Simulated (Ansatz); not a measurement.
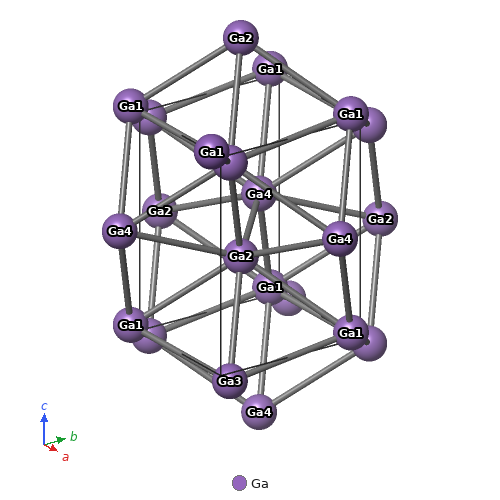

The system is Ga (Cmce, No. 64; 4 atoms in the cell); the picture shows the reference structure. The energy is mapped over two homogeneous strains (x along [1 0 0], y along [0 1 0], z along [0 0 1] of the conventional cell). The first coordinate is: engineering shear strain xz; the second: normal strain along z. Nothing is relaxed (fractional coordinates fixed). The grid has 9 × 9 points; 45 points were computed and 36 follow by symmetry. Points are written as (first, second). Energies: meV/atom, counted from the lowest grid point. Level of theory: DFT LDA, scalar-relativistic, plane waves, PAW in Ansatz. Settings: cutoff 420 eV, k-mesh 10×10×10, gaussian smearing 0.15 eV, no spin polarisation.

Its coordinates:

```yaml
crystal:
  lattice:
    - [2.20858, -3.74550, 0.00000]
    - [2.20858, 3.74550, 0.00000]
    - [0.00000, 0.00000, 4.43907]
  atoms:
    - { symbol: Ga, position: [0.15602, 0.84398, 0.08450] }
    - { symbol: Ga, position: [0.65602, 0.34398, 0.41550] }
    - { symbol: Ga, position: [0.84398, 0.15602, 0.91550] }
    - { symbol: Ga, position: [0.34398, 0.65602, 0.58450] }
```

Range: engineering shear strain xz from −30.0 to 30.0 %; normal strain along z from −15.00 to 15.00 %.

Q: What will the energy surface look like?

A: The lowest grid point is at (0.0 %, 0.00 %). It is the only kind of minimum in the scanned range. The highest grid point, (−30.0 %, −15.00 %), lies 534 meV/atom above the lowest. Round the minimum the two coordinates are nearly uncoupled.

| normal strain along z ↓, engineering shear strain xz → | −30.0 | −22.5 | −15.0 | −7.5 | 0.0 | 7.5 | 15.0 | 22.5 | 30.0 |
| --- | --- | --- | --- | --- | --- | --- | --- | --- | --- |
| 15.00 | 156 | 120 | 102 | 95 | 94 | 95 | 102 | 120 | 156 |
| 11.25 | 153 | 106 | 77 | 63 | 60 | 63 | 77 | 106 | 153 |
| 7.50 | 159 | 101 | 60 | 37 | 31 | 37 | 60 | 101 | 159 |
| 3.75 | 176 | 106 | 53 | 20 | 9 | 20 | 53 | 106 | 176 |
| 0.00 | 207 | 124 | 59 | 15 | 0 | 15 | 59 | 124 | 207 |
| −3.75 | 256 | 158 | 81 | 28 | 10 | 28 | 81 | 158 | 256 |
| −7.50 | 323 | 212 | 124 | 66 | 45 | 66 | 124 | 212 | 323 |
| −11.25 | 413 | 287 | 194 | 137 | 114 | 137 | 194 | 287 | 413 |
| −15.00 | 534 | 394 | 299 | 245 | 226 | 245 | 299 | 394 | 534 |

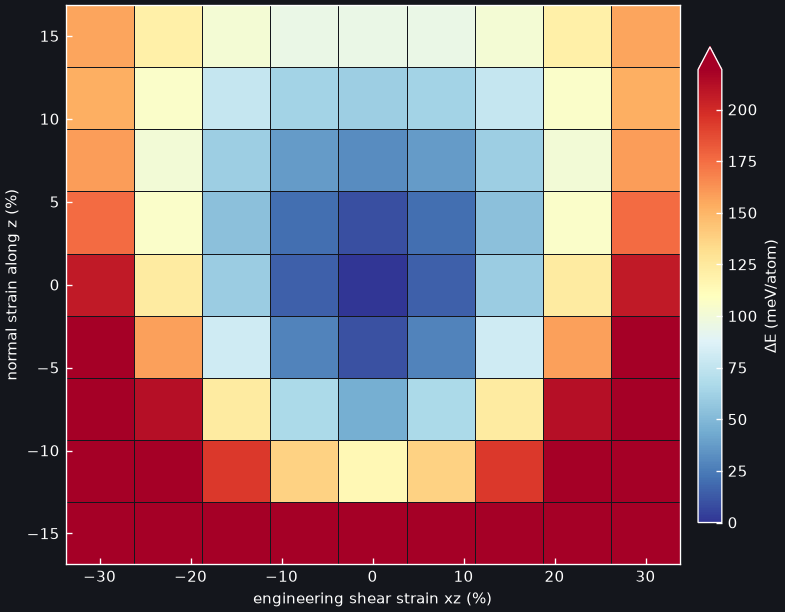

Drawn: one coloured cell a grid point, one colour for all values above the top of the scale.

Time for the 45 points that were run: 13 min on 4 threads of Arm Neoverse N1 (shared host).
